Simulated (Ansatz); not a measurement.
# Na2S: 6 runs along one coordinate

System: Na2S (Fm-3m, 3 atoms in the cell).
Method: DFT PBEsol, scalar-relativistic, plane waves, PAW, no spin polarisation (Ansatz 0.2.0).

The 6 runs differ only in the geometry, by an even scaling of the cell at fixed fractional positions. The structure derives from an entry of the Crystallography Open Database.

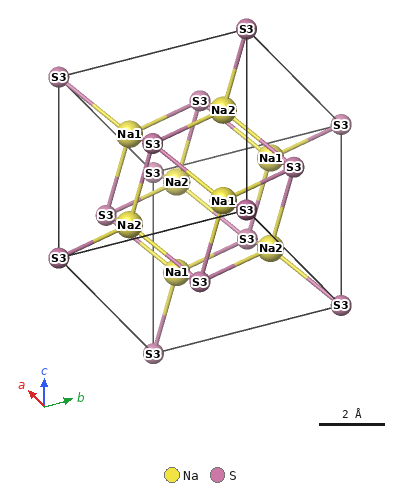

Figure 1. The structure of run 4 (ball-and-stick view of the cell 4 times as large as that of the calculation, set on its symmetry axes, seen at an oblique angle; atoms are numbered from 1 in the order of the input). An atom can appear more than once, as a periodic image.

## Input of run 4
```yaml
crystal:
  lattice:
    - [0.0, 3.282803353, 3.282803353]
    - [3.282803353, 0.0, 3.282803353]
    - [3.282803353, 3.282803353, 0.0]
  atoms:
    - { symbol: Na, position: [0.25, 0.25, 0.25] }
    - { symbol: Na, position: [0.75, 0.75, 0.75] }
    - { symbol: S, position: [0.0, 0.0, 0.0] }
basis:
  ecutwfc: 420
kpoints:
  mp_grid: { grid: [8, 8, 8] }
hamiltonian:
  xc: pbesol
scf:
  occupations: { method: gaussian, width: 0.02 }
output:
  forces: true
  stress: true
  eigenvalues: true
```

Command:
```bash
ansatz run input.yaml --threads 1 --pin off --max-ram 2560MiB --backend cpu --events-out ev --progress --plain --runs-dir out
```

Lattice vectors (Å) and fractional positions of run 4:
```
   0.000000    3.282803    3.282803
   3.282803    0.000000    3.282803
   3.282803    3.282803    0.000000
Na  0.250000  0.250000  0.250000
Na  0.750000  0.750000  0.750000
S   0.000000  0.000000  0.000000
```

Run 3 differs from it as follows:
```diff
-    - [0.0, 3.282803353, 3.282803353]
-    - [3.282803353, 0.0, 3.282803353]
-    - [3.282803353, 3.282803353, 0.0]
+    - [0.0, 3.2177801741, 3.2177801741]
+    - [3.2177801741, 0.0, 3.2177801741]
+    - [3.2177801741, 3.2177801741, 0.0]
```

## Results, with one run withheld

| run | volume per atom (Å³) | free energy per atom, from the lowest run given (meV) | pressure (GPa) | gap on the mesh (eV) |
| --- | --- | --- | --- | --- |
| 1 | 20.151 | 36.42 | 4.98 | 2.87 |
| 2 | 21.525 | 6.76 | 2.09 | 2.63 |
| 3 | 22.211 | ? | ? | ? |
| 4 | 23.585 | 0.00 | −0.81 | 2.33 |
| 5 | 24.272 | 5.02 | −1.51 | 2.25 |
| 6 | 25.188 | 15.95 | −2.29 | 2.14 |

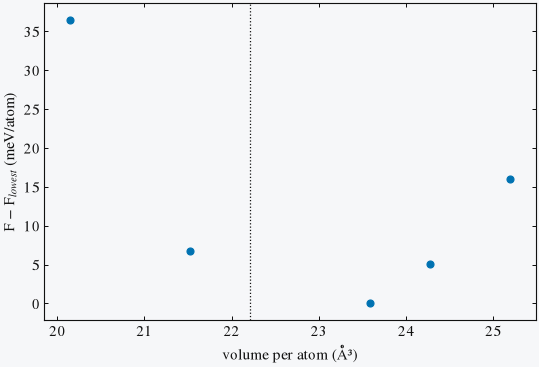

Figure 2. Free energy per atom of the runs given; the dotted line marks run 3.

What should run 3 give?

A cubic polynomial in V^(−2/3) (the Birch–Murnaghan form), fitted to the 5 runs given, misses them by under 0.01 meV per atom. With x = V^(−2/3) − 0.12431 Å⁻², it reads F = −1.7376 + 196.51 x + 3.0892e+05 x² + 3.7938e+05 x³ (meV per atom). At run 3 it gives 0.27 meV per atom, and the run itself gives 0.26. The slope of the fit gives a pressure −dF/dV of 0.97 GPa there, and the run prints 0.97 GPa. The fit has its minimum at 22.904 Å³ per atom, where V d²F/dV² gives 29.5 GPa: the bulk modulus at this level, since symmetry fixes the shape and the positions. The gap on the mesh goes, without turning, from 2.87 eV in run 1 to 2.14 eV in run 6; run 3 has 2.53 eV. These are gaps of this functional on this mesh, which can miss the band edges; they aren't the measured gap.

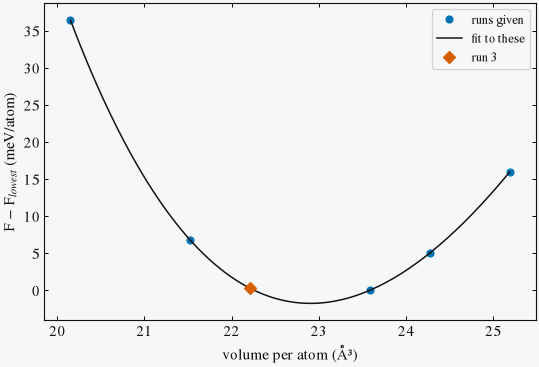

Figure 3. The fit and the withheld run.

## Output, shortened to warnings, some set-up lines, iterations and results (run 3)
```
Basis set: ecut = 420 eV, 1291 PW (Γ), exchange–correlation on 64×64×64 points (8 copies of the dense FFT grid, shifted against one another)
Symmetry: 48 space group operations
k-points: 29 of 512
Initial density: superposition of atomic densities (neutral atoms: chi_scale 0, normalization atom), corrected by the library's trained network
[...]
SCF iter   1: F=—  HF=-3839.846564 eV  |F-HF|=—  |Δ(HF+E_count)|=         —  Δρ=3.57e-3  dr2=1.26e-2  ethr=1.77e-3  ⟨swp⟩=5.9  Hψ=2246  notcnv=0
SCF iter   2: F=—  HF=-3839.839784 eV  |F-HF|=—  |Δ(HF+E_count)|=   6.78e-3  Δρ=8.74e-4  dr2=4.20e-4  ethr=5.24e-5  ⟨swp⟩=2.1  Hψ=935  notcnv=0
SCF iter   3: F=—  HF=-3839.839752 eV  |F-HF|=—  |Δ(HF+E_count)|=   3.12e-5  Δρ=2.92e-4  dr2=3.87e-5  ethr=1.75e-6  ⟨swp⟩=3.0  Hψ=974  notcnv=0
SCF iter   4: F=—  HF=-3839.839714 eV  |F-HF|=—  |Δ(HF+E_count)|=   3.85e-5  Δρ=6.37e-5  dr2=2.29e-6  ethr=1.61e-7  ⟨swp⟩=2.9  Hψ=766  notcnv=0
SCF iter   5: F=-3839.839714 eV  HF=-3839.839714 eV  |F-HF|=2.79e-8  |Δ(HF+E_count)|=   3.07e-8  Δρ=5.47e-6  dr2=1.53e-8  ethr=9.52e-9  ⟨swp⟩=2.0  Hψ=754  notcnv=0
SCF iter   6: F=-3839.839714 eV  HF=-3839.839714 eV  |F-HF|=2.32e-9  |Δ(HF+E_count)|=   3.28e-8  Δρ=1.81e-6  dr2=3.06e-9  ethr=6.39e-11  ⟨swp⟩=2.0  Hψ=1500  notcnv=0
SCF 1 converged in 6 iterations: F = -3839.839714 eV  dr2 = 3.06e-9
SCF converged after 6 iterations
Free energy (F): -3839.839714 eV
Harris-Foulkes:  -3839.839714 eV  (|F-HF|=2.32e-9)
Internal energy: -3839.839714 eV  (E = F + TS)
E sigma→0 (E₀):  -3839.839714 eV
Fermi energy:    3.523152 eV
--- Per-component energies (eV) ---
  E_band       = -432.671443
  E_kinetic    = 349.989549
  E_local      = -2784.805875  (includes V_loc(G=0)·N_el)
  E_nonlocal   = 260.546478
  E_hartree    = 1006.289282
  E_xc         = -174.184551
  E_vxc        = -188.373909  (∫ρ·V_xc dr)
  E_paw        = -1090.945596  (= ΣΔE_a)
  E_vpaw       = -82.605118  (= ΣTr[D̂ρ^β])
  E_aug_tail   = -0.000049  (compensation charges beyond the density's cutoff)
  E_ewald      = -1406.900289
  E_core_change = 0.171337  (= ΣΔE_core)
  E_smearing   = -0.000000  (= −TS)
  E_closure    = -0.000000  (closes the sum)
  Σ components = -3839.839714   (vs F -3839.839714, Δ=0.00e0)
--- Forces (eV/Å), atoms counted from 1 ---
  atom   1  Na    -0.00000000    -0.00000000     0.00000000
  atom   2  Na    -0.00000000    -0.00000000     0.00000000
  atom   3  S     -0.00000000     0.00000000    -0.00000000
  max |Σ_I F_I| component: 2.31e-17 eV/Å
--- Stress (GPa, compression-positive) ---
        0.967284      -0.000000       0.000000
        0.000000       0.967284      -0.000000
       -0.000000      -0.000000       0.967284
  P = ⅓ Tr σ = 0.9673 GPa (9.673 kbar)
```
